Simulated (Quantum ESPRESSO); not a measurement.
**Na: 7 runs along one coordinate**

System: Na (1 atom in the cell).
Method: Kohn-Sham DFT of a periodic cell, PBE, SSSP 1.3 efficiency PBE, no spin polarisation (Quantum ESPRESSO 7.5).

The 7 runs differ only in the geometry, by an even scaling of the cell at fixed fractional positions. The structure derives from a Materials Project entry.

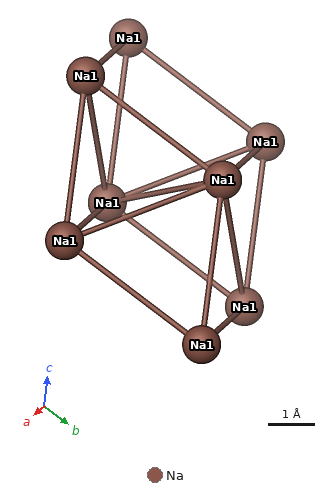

Figure 1. The structure of run 4 (ball-and-stick view of the cell of the calculation, seen slightly off an axis; atoms are numbered from 1 in the order of the input).

### Input of run 4
```
&CONTROL
  calculation = 'scf'
  prefix = 'pwscf'
  outdir = './tmp'
  pseudo_dir = './pseudo'
  tprnfor = .true.
  tstress = .true.
  disk_io = 'nowf'
/
&SYSTEM
  ibrav = 0
  nat = 1
  ntyp = 1
  ecutwfc = 55
  ecutrho = 440
  nbnd = 10
  occupations = 'smearing'
  smearing = 'fd'
  degauss = 0.00367493
/
&ELECTRONS
  conv_thr = 2d-10
  electron_maxstep = 120
  mixing_beta = 0.5
/
ATOMIC_SPECIES
Na    22.9898 na_pbe_v1.5.uspp.F.UPF
CELL_PARAMETERS angstrom
  -1.8882910800    1.8882910800    2.6372766800
   1.8882910800   -1.8882910800    2.6372766800
   1.8882910800    1.8882910800   -2.6372766800
ATOMIC_POSITIONS crystal
Na     0.0000000000    0.0000000000    0.0000000000
K_POINTS automatic
10 10 10 0 0 0
```

Command:
```bash
OMP_NUM_THREADS=1 pw.x -in pw.in > pw.out
```

Run 2 differs from it as follows:
```diff
-  -1.8882910800    1.8882910800    2.6372766800
-   1.8882910800   -1.8882910800    2.6372766800
-   1.8882910800    1.8882910800   -2.6372766800
+  -1.8627705045    1.8627705045    2.6016334366
+   1.8627705045   -1.8627705045    2.6016334366
+   1.8627705045    1.8627705045   -2.6016334366
```

### Results, with one run withheld

```tsv
run	volume per atom (Å³)	free energy per atom, from the lowest run given (meV)	pressure (GPa)
1	35.357	2.23	0.43
2	36.110	?	?
3	36.862	0.00	0.07
4	37.614	0.07	−0.08
5	38.367	0.83	−0.22
6	39.119	2.22	−0.35
7	39.871	4.18	−0.47
```

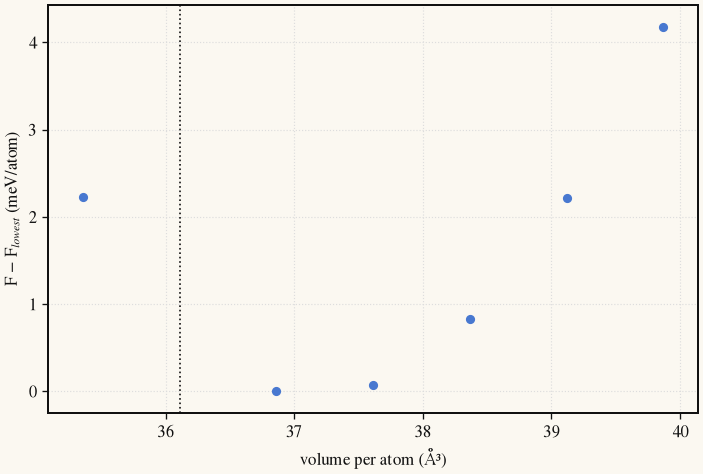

Figure 2. Free energy per atom of the runs given; the dotted line marks run 2.

What should run 2 give?

A cubic polynomial in V^(−2/3) (the Birch–Murnaghan form), fitted to the 6 runs given, misses them by under 0.01 meV per atom. With x = V^(−2/3) − 0.08876 Å⁻², it reads F = 0.20788 − 517.22 x + 2.5051e+05 x² − 3.0854e+05 x³ (meV per atom). At run 2 it gives 0.69 meV per atom, and the run itself gives 0.69. The slope of the fit gives a pressure −dF/dV of 0.23 GPa there, and the run prints 0.24 GPa. The fit has its minimum at 37.164 Å³ per atom, where V d²F/dV² gives 7.71 GPa. Cell shape and fractional positions are held, so this is the stiffness under even scaling; the relaxed bulk modulus wasn't computed.

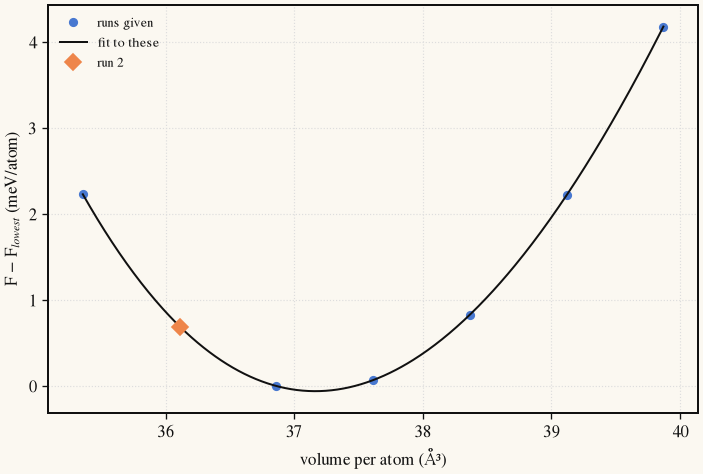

Figure 3. The fit and the withheld run.

### Some lines of the output (run 2)
```
[...]
     unit-cell volume          =     243.6809 (a.u.)^3
     number of k points=   102  Fermi-Dirac smearing, width (Ry)=  0.0037
     total energy              =     -95.34558135 Ry
     total energy              =     -95.34580604 Ry
     total energy              =     -95.34583598 Ry
     total energy              =     -95.34584102 Ry
     total energy              =     -95.34584225 Ry
     total energy              =     -95.34584252 Ry
     the Fermi energy is     1.6206 ev
!    total energy              =     -95.34584262 Ry
     The total energy is F=E-TS. E is the sum of the following terms:
     Computing stress (Cartesian axis) and pressure
          total   stress  (Ry/bohr**3)                   (kbar)     P=        2.42
```
